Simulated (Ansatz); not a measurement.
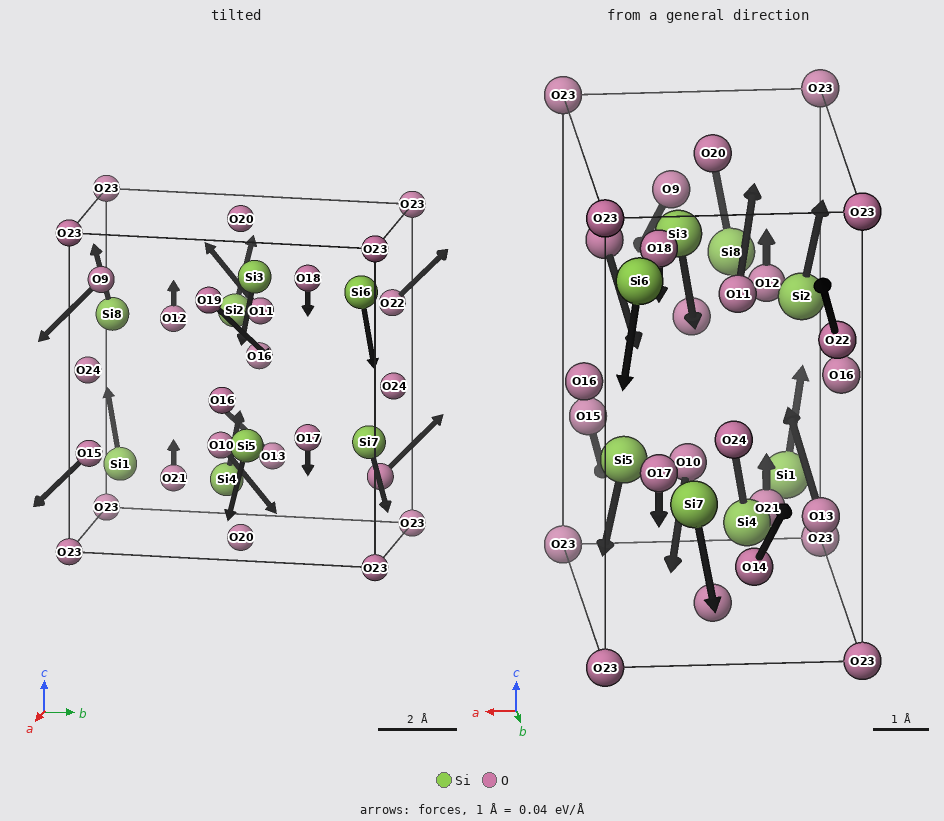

Shown here is a spheres-only view of the crystal, taken slightly off an axis and from a general direction. One simulation cell is outlined, and atoms on its boundary appear in each equivalent place. The arrows are the computed forces on the atoms.

System: SiO$_{2}$. Theory: Ansatz 0.2.0, DFT LDA, scalar-relativistic, plane waves, PAW. Numerical settings: 420 eV cutoff, a 6×4×4 grid in reciprocal space, Gaussian smearing of 0.02 eV, no spin polarisation.

**Judging by the arrows, is the geometry relaxed?**

No. The atoms still feel forces of up to about 0.08 eV/Å, above a usual threshold of 0.01 to 0.03 eV/Å.

It goes back to a structure listed in the Materials Project. Earlier steps of the study, as a rule a relaxation of our own, may have changed the cell and positions, so they can lie some per cent off the listed ones. Ansatz was used for an electronic-structure calculation on it.
